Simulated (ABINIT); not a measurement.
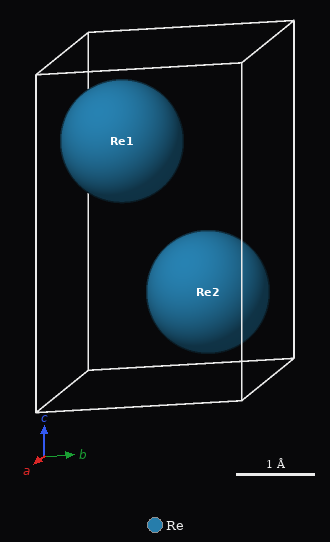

**Figure 1.** The input geometry (spheres-only view of the cell of the calculation, seen slightly off an axis; atoms are numbered from 1 in the order of the input). An atom can appear more than once, as a periodic image.

## Re: geometry relaxation (part 1 of 3)

System: Re (P6₃/mmc, 2 atoms in the cell).
Method: Kohn-Sham DFT of a periodic cell, PBE with D3(BJ), Ansatz PAW PBE default generated set, frozen core, no spin polarisation (ABINIT 10.8.3).

The structure derives from an entry of the Crystallography Open Database.

## What the program printed
```
.Version 10.8.3 of ABINIT
 Symmetries : space group P6_3/m m c (#194); Bravais hP (primitive hexag.)
================================================================================
 Values of the parameters that define the memory need of the present run
     intxc =       0    ionmov =       2      iscf =      17    lmnmax =      26
     lnmax =       8     mgfft =      36  mpssoang =       4    mqgrid =    3001
     natom =       2  nloc_mem =       2    nspden =       1   nspinor =       1
    nsppol =       1      nsym =      24    n1xccc =       1    ntypat =       1
    occopt =       3   xclevel =       2
       mpw =         748          nfft =       14400          nkpt =          64
 PAW method is used; the additional fine FFT grid is defined by:
   mgfftf=        48    nfftf =     43200
================================================================================
================================================================================

--------------------------------------------------------------------------------
------------- Echo of variables that govern the present computation ------------
--------------------------------------------------------------------------------
 -outvars: echo values of preprocessed input variables --------
            acell      5.2171558884E+00  5.2171558884E+00  8.4247770145E+00 Bohr
              amu      1.86207000E+02
          chkprim           0
      chksymtnons           0
          dilatmx      1.08000000E+00
             ecut      1.54000000E+01 Hartree
           ecutsm      5.00000000E-01 Hartree
           enunit           2
           ionmov           2
                       outvar_i_n : Printing only first  50 k-points.
              ixc          11
                       outvar_i_n : Printing only first  50 k-points.
         kptrlatt       11    0    0      0   11    0      0    0    6
          kptrlen      5.05486621E+01
            natom           2
            nband          19
            ngfft          20      20      36
          ngfftdg          30      30      48
             nkpt          64
            nstep         100
             nsym          24
            ntime          60
           ntypat           1
                       prtocc : prtvol=0, do not print more k-points.
           occopt           3
          optcell           2
        pawecutdg      3.08000000E+01 Hartree
          pawovlp     -1.0000000000E+00
         pawxcdev           0
           prtden           0
        prtebands           0
           prteig           0
            prtwf           0
            rprim      1.0000000000E+00  0.0000000000E+00  0.0000000000E+00
                      -5.0000000000E-01  8.6602540380E-01  0.0000000000E+00
                       0.0000000000E+00  0.0000000000E+00  1.0000000000E+00
          spgroup         194
           tolmxf      1.00000000E-04
           tolsym      1.00000000E-06
           tolvrs      1.00000000E-09
           tsmear      1.83746611E-03 Hartree
            typat      1  1
           useylm           1
           vdw_xc           7
                       outvars : Printing only first  50 k-points.
           xangst      1.3803999995E+00  7.9697431077E-01  3.3436499985E+00
                      -4.7708038360E-10  1.5939486224E+00  1.1145499985E+00
            xcart      2.6085779433E+00  1.5060631767E+00  6.3185827580E+00
                      -9.0155126504E-10  3.0121263551E+00  2.1061942508E+00
             xred      6.6666666632E-01  3.3333333299E-01  7.4999999966E-01
                       3.3333333299E-01  6.6666666632E-01  2.4999999966E-01
            znucl       75.00000

================================================================================

 chkinp: Checking input parameters for consistency.

================================================================================
== DATASET  1 ==================================================================

--- !DatasetInfo
iteration_state: {dtset: 1, }
dimensions: {natom: 2, nkpt: 64, mband: 19, nsppol: 1, nspinor: 1, nspden: 1, mpw: 748, }
cutoff_energies: {ecut:  15.4, pawecutdg:  30.8, }
electrons: {nelect:   3.00000000E+01, charge:   0.00000000E+00, occopt:   3.00000000E+00, tsmear:   1.83746611E-03, }
meta: {optdriver: 0, ionmov: 2, optcell: 2, iscf: 17, paral_kgb: 0, }
...

 Exchange-correlation functional for the present dataset will be:
  GGA: Perdew-Burke-Ernzerhof functional - ixc=11
  J.P.Perdew, K.Burke, M.Ernzerhof, PRL 77, 3865 (1996)

 Real(R)+Recip(G) space primitive vectors, cartesian coordinates (Bohr,Bohr^-1):
 R(1)=  5.2171559  0.0000000  0.0000000  G(1)=  0.1916753  0.1106638  0.0000000
 R(2)= -2.6085779  4.5181895  0.0000000  G(2)=  0.0000000  0.2213276  0.0000000
 R(3)=  0.0000000  0.0000000  8.4247770  G(3)=  0.0000000  0.0000000  0.1186975
 Unit cell volume ucvol=  1.9858968E+02 bohr^3
 Angles (23,13,12)=  9.00000000E+01  9.00000000E+01  1.20000000E+02 degrees

 Coarse grid specifications (used for wave-functions):

 getcut: wavevector=  0.0000  0.0000  0.0000  ngfft=  20  20  36
         ecut(hartree)=     17.963   => boxcut(ratio)=   2.00931

 Fine grid specifications (used for densities):

 getcut: wavevector=  0.0000  0.0000  0.0000  ngfft=  30  30  48
         ecut(hartree)=     35.925   => boxcut(ratio)=   2.11163

--- Pseudopotential description ------------------------------------------------
- pspini: atom type   1  psp file is ./Re.GGA_PBE-ansatz.xml
 Pseudopotential format is: paw10
 basis_size (lnmax)=  8 (lmn_size= 26), orbitals=   0   0   0   1   1   2   2   3
 Spheres core radius: rc_sph= 2.63805767
 Shapefunction is NUMERIC type: directly read from atomic data file
 Radius for shape functions =  2.63805767
 Compensation charge density is not taken into account in XC energy/potential

   2.31577683E+03                                ecore*ucvol(ha*bohr**3)
--------------------------------------------------------------------------------

================================================================================

=== [ionmov= 2] Broyden-Fletcher-Goldfarb-Shanno method (forces)
================================================================================

--- Iteration: ( 1/60) Internal Cycle: (1/1)
--------------------------------------------------------------------------------

---SELF-CONSISTENT-FIELD CONVERGENCE--------------------------------------------

--- !BeginCycle
iteration_state: {dtset: 1, itime: 1, icycle: 1, }
solver: {iscf: 17, nstep: 100, nline: 4, wfoptalg: 10, }
tolerances: {tolvrs: 1.00E-09, }
...

     iter   Etot(hartree)      deltaE(h)  residm     nres2
 ETOT  1  -159.65986297121    -1.597E+02 1.945E+00 4.845E+00
 ETOT  2  -160.42881270814    -7.689E-01 4.845E-02 1.284E+00
 ETOT  3  -160.42790343653     9.093E-04 1.133E-02 3.450E-01
 ETOT  4  -160.42769497217     2.085E-04 2.074E-03 9.395E-03
 ETOT  5  -160.42768138666     1.359E-05 1.287E-03 9.933E-05
 ETOT  6  -160.42768152777    -1.411E-07 5.682E-04 1.163E-05
 ETOT  7  -160.42768151010     1.768E-08 6.372E-04 4.989E-07
 ETOT  8  -160.42768150949     6.013E-10 1.680E-04 2.999E-08
 ETOT  9  -160.42768150945     4.087E-11 2.551E-04 1.394E-09
 ETOT 10  -160.42768150945     1.705E-12 8.300E-05 1.790E-11

 At SCF step   10       nres2   =  1.79E-11 < tolvrs=  1.00E-09 =>converged.

 Cartesian components of stress tensor (hartree/bohr^3)
  sigma(1 1)=  4.95183946E-05  sigma(3 2)=  0.00000000E+00
  sigma(2 2)=  4.95183925E-05  sigma(3 1)=  0.00000000E+00
  sigma(3 3)=  3.70230169E-05  sigma(2 1)=  0.00000000E+00

--- !ResultsGS
iteration_state: {dtset: 1, itime: 1, icycle: 1, }
comment   : Summary of ground state results
lattice_vectors:
- [  5.2171559,   0.0000000,   0.0000000, ]
- [ -2.6085779,   4.5181895,   0.0000000, ]
- [  0.0000000,   0.0000000,   8.4247770, ]
lattice_lengths: [   5.21716,    5.21716,    8.42478, ]
lattice_angles: [ 90.000,  90.000, 120.000, ] # degrees, (23, 13, 12)
lattice_volume:   1.9858968E+02
convergence: {deltae:  1.705E-12, res2:  1.790E-11, residm:  8.300E-05, diffor: null, }
etotal    :  -1.60427682E+02
entropy   :   0.00000000E+00
fermie    :   4.93132125E-01
cartesian_stress_tensor: # hartree/bohr^3
- [  4.95183946E-05,   0.00000000E+00,   0.00000000E+00, ]
- [  0.00000000E+00,   4.95183925E-05,   0.00000000E+00, ]
- [  0.00000000E+00,   0.00000000E+00,   3.70230169E-05, ]
pressure_GPa:  -1.3343E+00
xred      :
- [  6.6667E-01,   3.3333E-01,   7.5000E-01, Re]
- [  3.3333E-01,   6.6667E-01,   2.5000E-01, Re]
cartesian_forces: # hartree/bohr
- [  5.16113622E-29,   2.68180505E-28,  -0.00000000E+00, ]
- [ -5.16113622E-29,  -2.68180505E-28,  -0.00000000E+00, ]
force_length_stats: {min:   2.73101659E-28, max:   2.73101659E-28, mean:   2.73101659E-28, }
...

 Integrated electronic density in atomic spheres:
 ------------------------------------------------
 Atom  Sphere_radius  Integrated_density
    1        2.63806         13.95186898
    2        2.63806         13.95186898

---OUTPUT-----------------------------------------------------------------------

 Cartesian coordinates (xcart) [bohr]
  2.60857794330155E+00  1.50606317674258E+00  6.31858275803052E+00
 -9.01551265044784E-10  3.01212635505742E+00  2.10619425076948E+00
 Reduced coordinates (xred)
  6.66666666319869E-01  3.33333332985348E-01  7.49999999660402E-01
  3.33333332986535E-01  6.66666666318681E-01  2.49999999660402E-01
 Cartesian forces (fcart) [Ha/bohr]; max,rms= 2.68181E-28 1.57675E-28 (free atoms)
  5.16113622201342E-29  2.68180504834521E-28 -0.00000000000000E+00
 -5.16113622201342E-29 -2.68180504834521E-28 -0.00000000000000E+00
 Gradient of E wrt nuclear positions in reduced coordinates (gred)
 -2.69264522315439E-28 -1.07705808926175E-27 -0.00000000000000E+00
  2.69264522315439E-28  1.07705808926175E-27  0.00000000000000E+00
 Scale of Primitive Cell (acell) [bohr]
  5.21715588840621E+00  5.21715588840621E+00  8.42477701452207E+00
 Real space primitive translations (rprimd) [bohr]
  5.21715588840621E+00  0.00000000000000E+00  0.00000000000000E+00
 -2.60857794420310E+00  4.51818953494453E+00  0.00000000000000E+00
  0.00000000000000E+00  0.00000000000000E+00  8.42477701452207E+00
 Unitary Cell Volume (ucvol) [Bohr^3]=  1.98589678994875E+02
 Angles (23,13,12)= [degrees]
  9.00000000000000E+01  9.00000000000000E+01  1.19999999999554E+02
 Lengths [Bohr]
  5.21715588840621E+00  5.21715588847651E+00  8.42477701452207E+00
 Stress tensor in cartesian coordinates (strten) [Ha/bohr^3]
  4.95183946393890E-05  0.00000000000000E+00  0.00000000000000E+00
  0.00000000000000E+00  4.95183925274187E-05  0.00000000000000E+00
  0.00000000000000E+00  0.00000000000000E+00  3.70230168829852E-05
 Total energy (etotal) [Ha]= -1.60427681509452E+02

--- Iteration: ( 2/60) Internal Cycle: (1/1)
--------------------------------------------------------------------------------

---SELF-CONSISTENT-FIELD CONVERGENCE--------------------------------------------

--- !BeginCycle
iteration_state: {dtset: 1, itime: 2, icycle: 1, }
solver: {iscf: 17, nstep: 100, nline: 4, wfoptalg: 10, }
tolerances: {tolvrs: 1.00E-09, }
...

     iter   Etot(hartree)      deltaE(h)  residm     nres2
 ETOT  1  -160.42779287400    -1.604E+02 5.104E-03 4.449E-02
 ETOT  2  -160.42769856413     9.431E-05 3.918E-05 8.504E-04
 ETOT  3  -160.42769753806     1.026E-06 3.122E-05 5.202E-05
 ETOT  4  -160.42769752818     9.880E-09 1.596E-05 1.017E-06
 ETOT  5  -160.42769752591     2.269E-09 1.650E-05 5.048E-08
 ETOT  6  -160.42769752594    -3.050E-11 1.554E-05 1.171E-09
 ETOT  7  -160.42769752593     4.349E-12 1.592E-05 1.116E-10

 At SCF step    7       nres2   =  1.12E-10 < tolvrs=  1.00E-09 =>converged.

 Cartesian components of stress tensor (hartree/bohr^3)
  sigma(1 1)= -4.89769546E-06  sigma(3 2)=  0.00000000E+00
  sigma(2 2)= -4.89769759E-06  sigma(3 1)=  0.00000000E+00
  sigma(3 3)= -1.19383965E-05  sigma(2 1)=  0.00000000E+00

--- !ResultsGS
iteration_state: {dtset: 1, itime: 2, icycle: 1, }
comment   : Summary of ground state results
lattice_vectors:
- [  5.2094055,   0.0000000,   0.0000000, ]
- [ -2.6047028,   4.5114775,   0.0000000, ]
- [  0.0000000,   0.0000000,   8.4154197, ]
lattice_lengths: [   5.20941,    5.20941,    8.41542, ]
lattice_angles: [ 90.000,  90.000, 120.000, ] # degrees, (23, 13, 12)
lattice_volume:   1.9778017E+02
convergence: {deltae:  4.349E-12, res2:  1.116E-10, residm:  1.592E-05, diffor: null, }
etotal    :  -1.60427698E+02
entropy   :   0.00000000E+00
fermie    :   4.95781916E-01
cartesian_stress_tensor: # hartree/bohr^3
- [ -4.89769546E-06,   0.00000000E+00,   0.00000000E+00, ]
- [  0.00000000E+00,  -4.89769759E-06,   0.00000000E+00, ]
- [  0.00000000E+00,   0.00000000E+00,  -1.19383965E-05, ]
pressure_GPa:   2.1314E-01
xred      :
- [  6.6667E-01,   3.3333E-01,   7.5000E-01, Re]
- [  3.3333E-01,   6.6667E-01,   2.5000E-01, Re]
cartesian_forces: # hartree/bohr
- [  1.03376295E-28,   1.79052996E-28,  -0.00000000E+00, ]
- [ -1.03376295E-28,  -1.79052996E-28,  -0.00000000E+00, ]
force_length_stats: {min:   2.06752591E-28, max:   2.06752591E-28, mean:   2.06752591E-28, }
...

 Integrated electronic density in atomic spheres:
 ------------------------------------------------
 Atom  Sphere_radius  Integrated_density
    1        2.63806         13.97066092
    2        2.63806         13.97066092

---OUTPUT-----------------------------------------------------------------------

 Cartesian coordinates (xcart) [bohr]
  2.60470276562287E+00  1.50382584186816E+00  6.31156476814671E+00
 -9.00211860195096E-10  3.00765168530624E+00  2.10385492081033E+00
 Reduced coordinates (xred)
  6.66666666319869E-01  3.33333332985348E-01  7.49999999660402E-01
  3.33333332986535E-01  6.66666666318681E-01  2.49999999660402E-01
 Cartesian forces (fcart) [Ha/bohr]; max,rms= 1.79053E-28 1.19369E-28 (free atoms)
  1.03376295282578E-28  1.79052995724451E-28 -0.00000000000000E+00
 -1.03376295282578E-28 -1.79052995724451E-28 -0.00000000000000E+00
 Gradient of E wrt nuclear positions in reduced coordinates (gred)
 -5.38529044630877E-28 -5.38529044630877E-28 -0.00000000000000E+00
  5.38529044630877E-28  5.38529044630877E-28  0.00000000000000E+00
 Scale of Primitive Cell (acell) [bohr]
  5.20940553304616E+00  5.20940553311637E+00  8.41541969467275E+00
 Real space primitive translations (rprimd) [bohr]
  5.20940553304616E+00  0.00000000000000E+00  0.00000000000000E+00
 -2.60470276652308E+00  4.51147753031426E+00  0.00000000000000E+00
  0.00000000000000E+00  0.00000000000000E+00  8.41541969467275E+00
 Unitary Cell Volume (ucvol) [Bohr^3]=  1.97780169925530E+02
 Angles (23,13,12)= [degrees]
  9.00000000000000E+01  9.00000000000000E+01  1.19999999999554E+02
 Lengths [Bohr]
  5.20940553304616E+00  5.20940553311637E+00  8.41541969467275E+00
 Stress tensor in cartesian coordinates (strten) [Ha/bohr^3]
 -4.89769545859720E-06  0.00000000000000E+00  0.00000000000000E+00
  0.00000000000000E+00 -4.89769758594411E-06  0.00000000000000E+00
  0.00000000000000E+00  0.00000000000000E+00 -1.19383965386313E-05
 Total energy (etotal) [Ha]= -1.60427697525935E+02

 Difference of energy with previous step (new-old):
           Absolute (Ha)=-1.60165E-05
           Relative     =-9.98362E-08

--- Iteration: ( 3/60) Internal Cycle: (1/1)
--------------------------------------------------------------------------------

---SELF-CONSISTENT-FIELD CONVERGENCE--------------------------------------------

--- !BeginCycle
iteration_state: {dtset: 1, itime: 3, icycle: 1, }
solver: {iscf: 17, nstep: 100, nline: 4, wfoptalg: 10, }
tolerances: {tolvrs: 1.00E-09, }
...

     iter   Etot(hartree)      deltaE(h)  residm     nres2
 ETOT  1  -160.42770015836    -1.604E+02 1.500E-05 8.895E-04
 ETOT  2  -160.42769808099     2.077E-06 1.356E-05 1.574E-05
 ETOT  3  -160.42769805965     2.134E-08 1.359E-05 8.968E-07
 ETOT  4  -160.42769805957     8.043E-11 1.269E-05 2.102E-08
 ETOT  5  -160.42769805954     3.294E-11 1.252E-05 9.498E-10

 At SCF step    5       nres2   =  9.50E-10 < tolvrs=  1.00E-09 =>converged.

 Cartesian components of stress tensor (hartree/bohr^3)
  sigma(1 1)=  1.23457924E-06  sigma(3 2)=  0.00000000E+00
  sigma(2 2)=  1.23457711E-06  sigma(3 1)=  0.00000000E+00
  sigma(3 3)= -3.05313845E-06  sigma(2 1)=  0.00000000E+00
```
